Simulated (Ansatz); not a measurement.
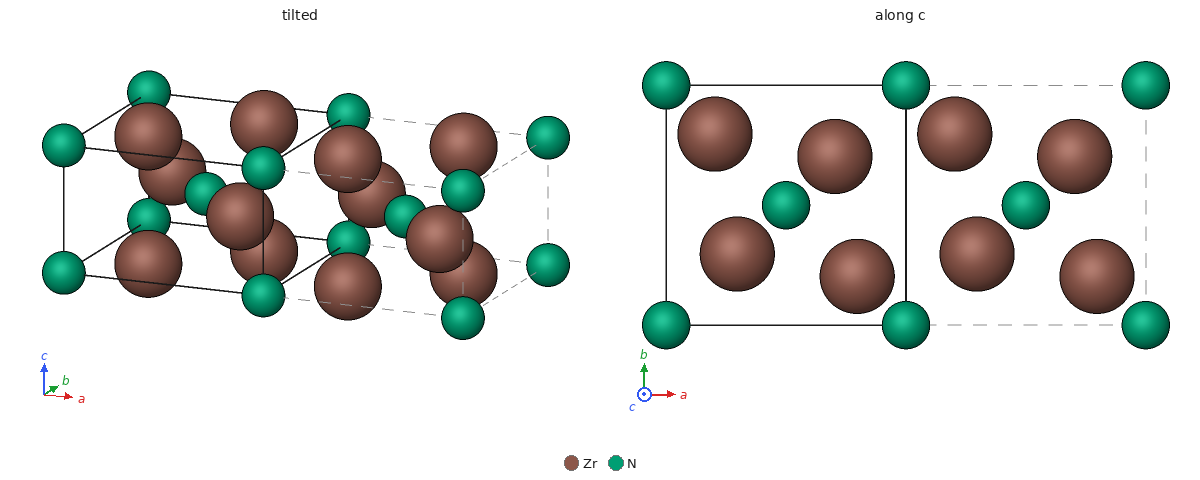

Crystal structure, spheres-only style, seen slightly off an axis and along the c axis. The drawing covers 2×1×1 cells, and the solid lines enclose one conventional unit cell.

What can be read from this drawing?

The formula is Zr2N. Its lattice is primitive tetragonal, its space group P4_2/mnm (No. 136). Atoms per cell: 6 (4 Zr, 2 N).

Origin of the cell: a structure listed in the Materials Project. The cell was then strained or its atoms displaced on purpose. Ansatz was used for an electronic-structure calculation on it.

At this level of theory the run's own cell isn't at rest (stretched, at -14 GPa), so its distances can differ from those at equilibrium, the more so the softer the solid.
